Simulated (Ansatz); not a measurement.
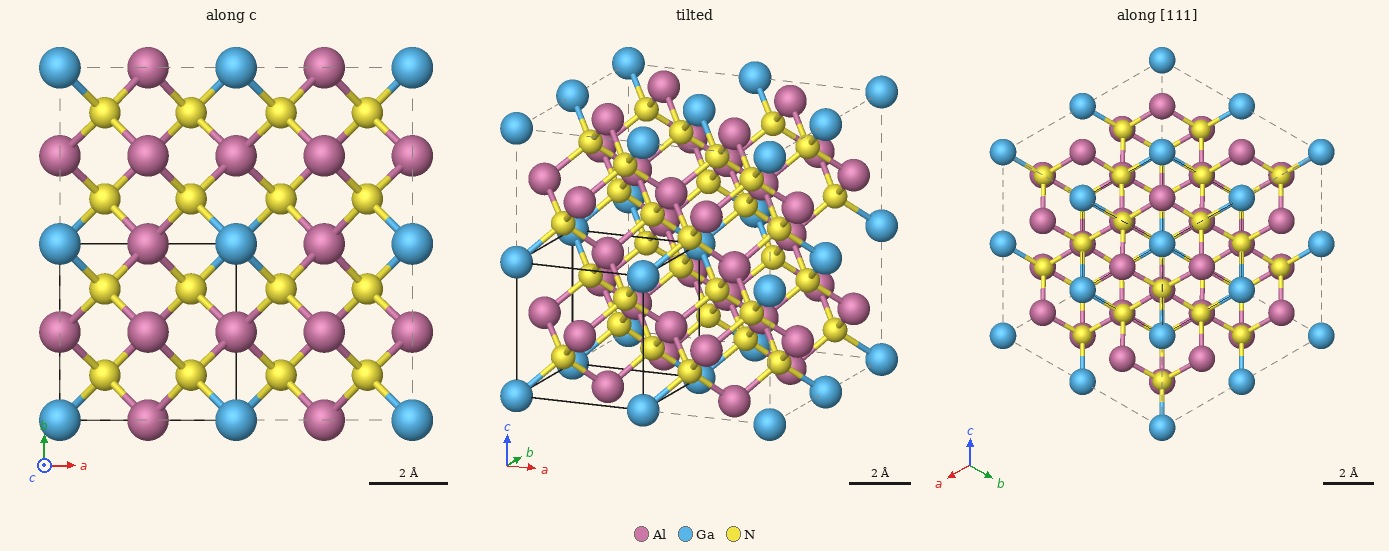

View along the c axis, slightly off an axis and along [111], drawn as a ball-and-stick model. The conventional unit cell (solid box) is repeated to 2×2×2 cells.

It has the composition Al₃GaN₄. The atoms follow space group P-43m (No. 215); the Bravais lattice is primitive cubic. The cell comprises 1 formula unit: 3 Al, 1 Ga, 4 N. Around each Al lie four N in a tetrahedral arrangement at about 2.0 Å. Ga is surrounded by four N in a tetrahedral arrangement at about 2.0 Å. The neighbours of N are three Al and one Ga in a tetrahedral arrangement (about 2.0 Å to Al, 2.0 Å to Ga). The bonds build a three-dimensional framework.

It derives from a structure listed in the Materials Project. The cell was then strained or its atoms displaced on purpose. It was run through Ansatz as a DFT input.

At this level of theory the cell isn't at rest (stretched, at -15 GPa), so its distances can differ from those at equilibrium, the more so the softer the solid.
